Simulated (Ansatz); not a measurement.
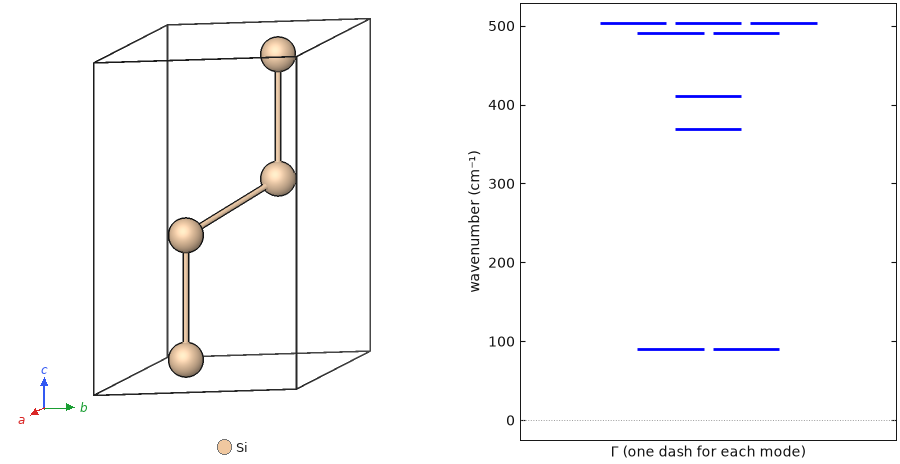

The picture above shows the zone-centre optical phonon frequencies (the three acoustic modes are left out) for Si, space group P6_3/mmc (No. 194). The conventional cell is drawn beside the plot.

Structure:
```yaml
crystal:
  lattice:
    - [3.82492, 0.00000, 0.00000]
    - [-1.91246, 3.31248, 0.00000]
    - [0.00000, 0.00000, 6.32350]
  atoms:
    - { symbol: Si, position: [0.33333, 0.66667, 0.00049] }
    - { symbol: Si, position: [0.66667, 0.33333, 0.50049] }
    - { symbol: Si, position: [0.33333, 0.66667, 0.37451] }
    - { symbol: Si, position: [0.66667, 0.33333, 0.87451] }
```

Computed with Ansatz 0.2.0: perturbation theory at the zone centre of a relaxed insulator, optical modes (intensities summed over a level), dielectric tensors and Born charges, a negative frequency is imaginary, spin-unpolarised plane waves. Level: PBEsol.

- periodic directions: 3
- potentials: PAW
- wave cutoff: 420 eV
- k mesh: 6×6×4

Q: What do the frequencies say about stability?

A: No frequency is imaginary, so the structure is stable to these displacements (zone-boundary modes weren't tested here).

Q: Where does the highest mode lie?

A: The highest mode lies at 504.7 cm⁻¹.

Q: List the optical modes with their degeneracies.

A: 90.6 (×2), 369.1, 410.4, 490.2 (×2), 503.3, 504.7 (×2) cm⁻¹.

Limits of the calculation: field response not settled on the k mesh.
